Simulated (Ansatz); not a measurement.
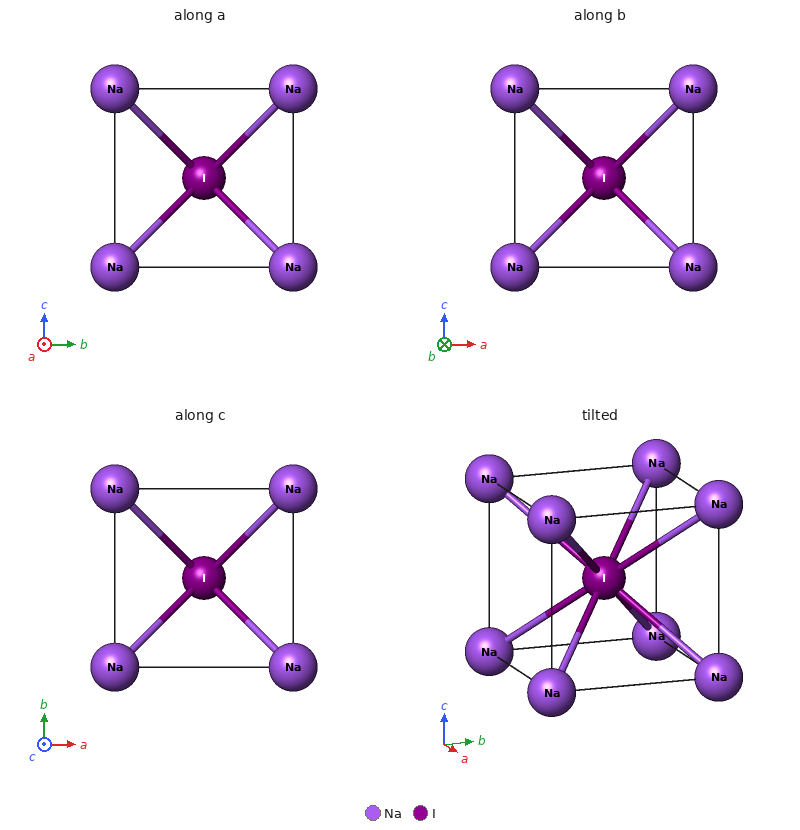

We look at a ball-and-stick model of the crystal along the a axis, along the b axis, along the c axis and slightly off an axis. The edges of the conventional unit cell are marked.

Lattice parameters: a = 4.0405 Å, b = 4.0405 Å, c = 4.0405 Å, α = 90.000°, β = 90.000°, γ = 90.000°.

Set out the cell and atoms as a CIF with its space group and independent sites.

```cif
data_structure
_symmetry_space_group_name_H-M 'P m -3 m'
_symmetry_Int_Tables_number 221
_cell_length_a 4.0405
_cell_length_b 4.0405
_cell_length_c 4.0405
_cell_angle_alpha 90.000
_cell_angle_beta 90.000
_cell_angle_gamma 90.000
_cell_volume 65.97
loop_
_atom_site_label
_atom_site_type_symbol
_atom_site_symmetry_multiplicity
_atom_site_Wyckoff_symbol
_atom_site_fract_x
_atom_site_fract_y
_atom_site_fract_z
_atom_site_occupancy
Na1 Na 1 a 0.0000 0.0000 0.0000 1
I1 I 1 b 0.5000 0.5000 0.5000 1
```

It goes back to a structure type filled with these elements by a generator (whether the compound takes this form wasn't checked). Earlier steps of the study, as a rule a relaxation of our own, may have changed the cell and positions, so they can lie some per cent off the listed ones. A calculation with Ansatz used it as input.
